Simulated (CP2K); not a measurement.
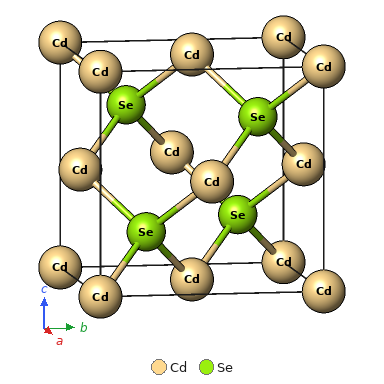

System: CdSe, space group F-43m (No. 216). The picture shows the conventional cell.

Structure:
```xyz
2
Lattice="4.3420 0.0000 0.0000 2.1710 3.7603 0.0000 2.1710 1.2534 3.5452" Properties=species:S:1:pos:R:3 pbc="T T T"
Cd    0.0000    0.0000    0.0000
Se    2.1710    1.2534    0.8863
```

Calculation (CP2K 2026.2): DFT in Gaussian orbitals with a plane-wave density, no spin polarisation; energies at scaled volumes of the given cell, shape and fractions fixed, counted from the fit's minimum, third-order Birch-Murnaghan fit. Level: RPBE with D3.

- k mesh: 8×8×8
- occupations: Fermi–Dirac
- smearing width: 0.0259 eV
- potentials: GTH PBE with UZH TZVP basis
- density cutoff: 6123 eV
- program settings: ngrids 4, rel cutoff ry 60, cutoff ry 450, basis sets Cd TZVP-MOLOPT-PBE-GTH-q12, basis sets Se TZVP-MOLOPT-PBE-GTH-q6

What does the calculation give for the energy and pressure against volume? The volume takes the values 27.21, 27.78, 28.36, 28.94, 29.52, 30.10, 30.68 Å³/atom.

A third-order Birch–Murnaghan fit gives V0 = 29.18 Å³/atom, B0 = 44.3 GPa and B′ = 5.1. The energy is 21.38 meV/atom at volume 27.21 Å³/atom and 9.55 meV/atom at 30.68 Å³/atom; the lowest computed point is at volume 28.94 Å³/atom (0.29 meV/atom), and no other minimum shows. The pressure falls from 3.71 GPa at volume 27.21 Å³/atom to −1.95 GPa at 30.68 Å³/atom, and changes sign near 29.19 Å³/atom.

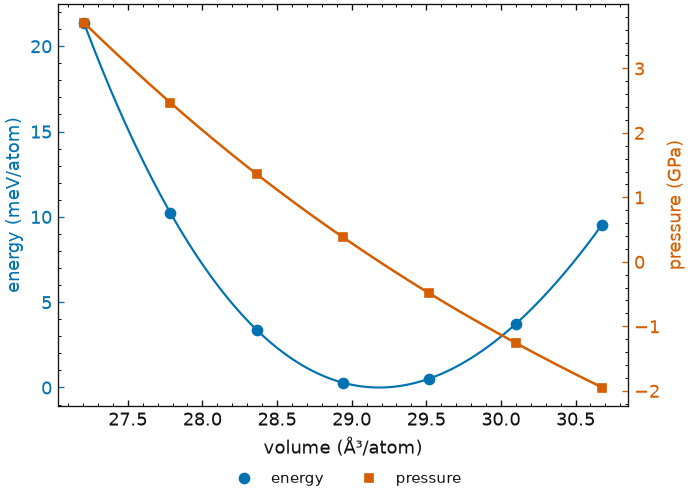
